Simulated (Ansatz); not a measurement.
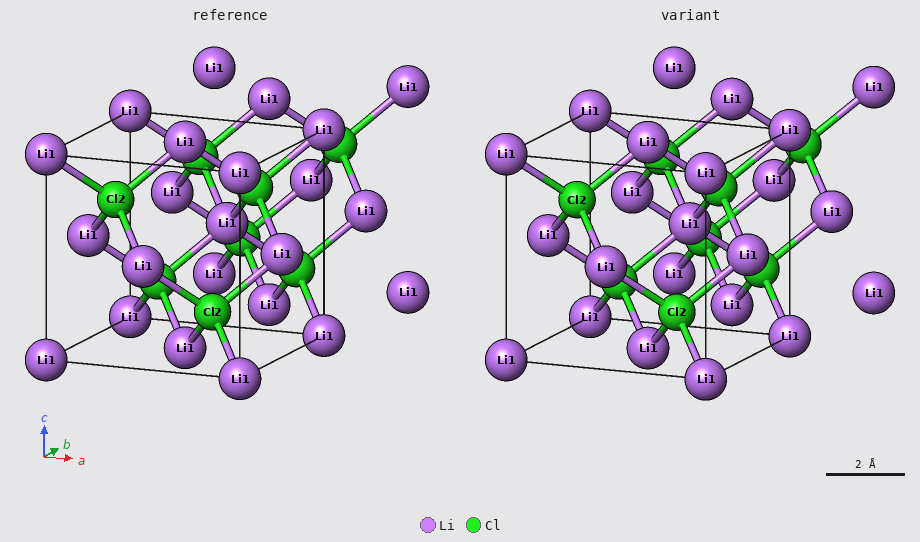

Left: solid LiCl (built on the zincblende type) at its r2SCAN-relaxed geometry. Right: the same structure after one change, at the same scale. The picture is a ball-and-stick view of the conventional cell (4 times the calculation's cell), repeated 1 × 2 × 1 with one cell outlined, seen slightly off an axis. Lengths and directions refer to the drawn axes.

These are results of DFT, HSE06, plane waves, PAW in Ansatz 0.2.0, not measurements. (plane-wave cutoff 420 eV; k-point mesh 6 × 6 × 6; occupations fixed; no spin polarisation)

> Which change leads from the left to the right?

The cell is strained by +3.0 % along a and none across it (volume +3.0 %). The atoms were relaxed with r2SCAN under that strain, and this is a single point on that geometry.

> What does the change do?

The energy rises by 1.1 meV per atom. The pressure goes from 0.2 to −0.5 GPa. The principal stresses (compression positive) are −0.8 GPa along a and −0.4 GPa across it. All forces vanish by symmetry. The band gap: 7.39 eV before, 7.25 eV after. Among the bonded contacts that change: Cl–Li 2.367 → 2.391 Å. The space group (tolerance 0.01 Å) goes from F-43m (No. 216) to I-4m2 (No. 119).
